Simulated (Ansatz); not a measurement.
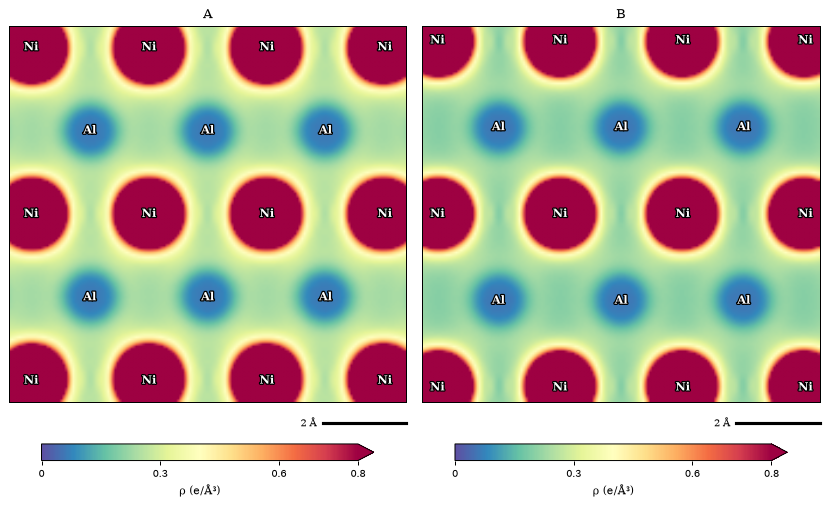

AlNi. The valence charge density (pseudo) of two cells that differ in size, on the (11̄0) plane of each (indices in the axes of the calculation cell), at one length scale and on one colour scale; one has 11.2 and the other 12.7 Å³ an atom.

All numbers below come from Ansatz, Kohn-Sham DFT of a periodic cell, PBEsol, Ansatz PAW.

The density is the valence pseudo-density of a PAW calculation; it isn't the true density close to the nuclei.

The larger cell:

```yaml
crystal:
  lattice:
    - [2.93750, 0.00000, 0.00000]
    - [0.00000, 2.93750, 0.00000]
    - [0.00000, 0.00000, 2.93750]
  atoms:
    - { symbol: Ni, position: [0.50000, 0.50000, 0.50000] }
    - { symbol: Al, position: [0.00000, 0.00000, 0.00000] }
```

The smaller cell: a = 2.822 Å, b = 2.822 Å, c = 2.822 Å, α = 90.00°, β = 90.00°, γ = 90.00°.

Q: Which panel shows the smaller cell, and what does the compression change?

A: Panel A is the smaller cell, by 11 % in volume. From the larger cell to the smaller, Al–Ni goes from 2.54 to 2.44 Å, and the density at its midpoint from 0.28 to 0.33 e/Å³; the pressure goes from −11 to 8 GPa.
